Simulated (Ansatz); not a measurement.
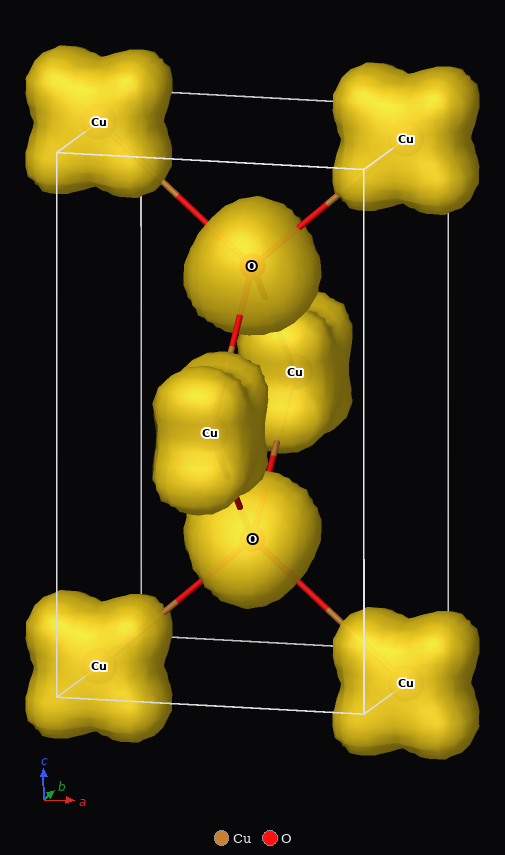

Figure 1: CuO. Isosurface of the magnetisation density (up minus down) at +0.1 e/Å³ (yellow), seen slightly off an axis. Sticks mark near contacts.

Space group Cccm; started from the CuO prototype; computed pressure about −5 GPa in this cell; spin-polarised.

All numbers below come from DFT r2SCAN, scalar-relativistic, plane waves, PAW in Ansatz 0.2.0.

Which atoms carry the moments, and with what signs?

Answer. The spin density sits on Cu: +0.6 μB (×2); O: +0.3 μB (×2) in one cell of 4 atoms: parallel main moments (a ferromagnetic arrangement) in this solution. The cell of the calculation (4 atoms) carries 1.9 μB of net spin moment.
